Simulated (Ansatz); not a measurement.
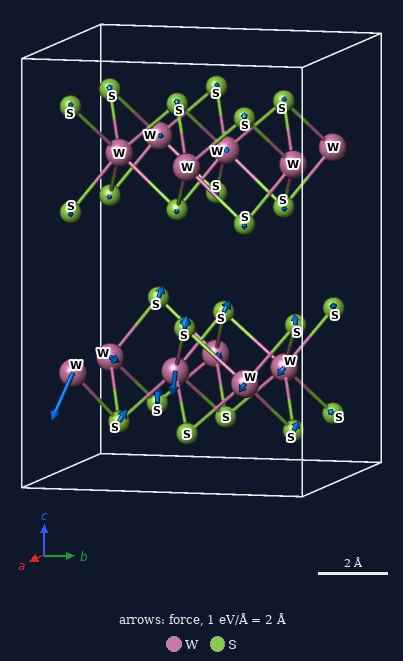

Starting geometry of a defect cell of composition W₁₂S₂₃ (cell charge −1) with the computed forces as blue arrows. The picture is a ball-and-stick view of the cell of the calculation, seen slightly off an axis.

Case: S vacancy (site f), charge -1, atoms relaxed at the host's cell.

Theory: Ansatz, DFT PBEsol, scalar-relativistic, plane waves, PAW. Settings: plane-wave cutoff 420 eV; k-point mesh 2 × 2 × 2; occupations gaussian; smearing width 0.01 eV; mesh shifted by (0.5, 0.5, 0.5); collinear spin; atoms relaxed in a fixed cell; force threshold 0.025 eV/Å; at most 45 steps.

What follows when this structure is relaxed?

It isn't relaxed: the largest force vector, on a W atom, is 0.83 eV/Å. The final displacements follow the starting forces only in part (cosine between the two patterns 0.62). A W atom moves most: 0.067 Å roughly along [2 −1 −1]. By element the largest moves are W 0.067 Å, S 0.026 Å. The lattice vectors keep their values. Near-neighbour distances that change, for instance: W–W 3.263 → 3.203 Å, W–W 3.029 → 3.090 Å, W–W 3.021 → 3.065 Å, S–W 2.428 → 2.384 Å. Among the angles between lasting bonds that change: S–W–S 131.2° → 133.5°, W–S–W 85.1° → 83.0°. The energy falls by 35.0 meV per cell of the calculation in 4 accepted moves (5 points after the start). The largest force component goes from 0.65 to 0.0078 eV/Å. The line search rejected the trial step at point 4 of the run. The program noted that the starting moments weren't kept.

Limits of the set-up: the k-point mesh is coarse for a cell with partly filled bands; the periodic images lie only 6.3 Å apart, so the values are limited by the cell's size; the cell is charged, on a uniform background, and energies carry no finite-size correction.
